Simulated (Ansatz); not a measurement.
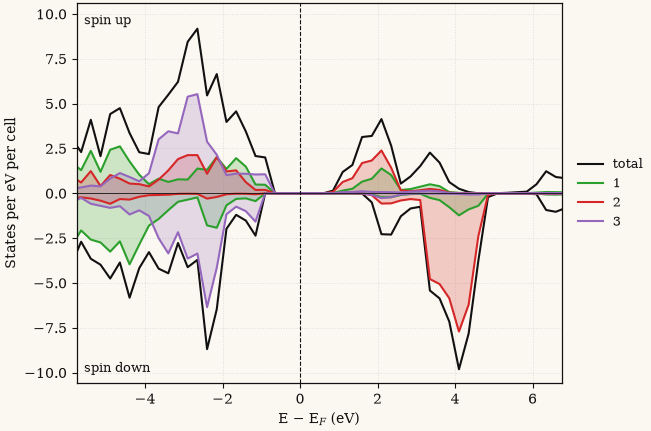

Density of states. Energies are counted from the Fermi level. The partial curves are projected on Löwdin-orthogonalised atomic shells. Spin-down states are drawn negative.

System: CrCuO₂, space group R-3m (No. 166), 8 atoms in the cell, a database entry, rescaled.

Method: DFT with PBE, PAW plane waves, Ueff = 5.13 eV on Cr d; Ueff = 2.87 eV on Cu d, spin-polarised, 7×7×7 k mesh, 420 eV cutoff (Ansatz 0.2.0).

Assign each number in the legend. The candidates: Cr 3d, Cu 3d, O 2p.

Answer. 1 is O 2p; 2 is Cr 3d; 3 is Cu 3d.

Is there a gap at the Fermi level, and how wide?

Answer. There is a gap; over the k points computed it is 1.51 eV.
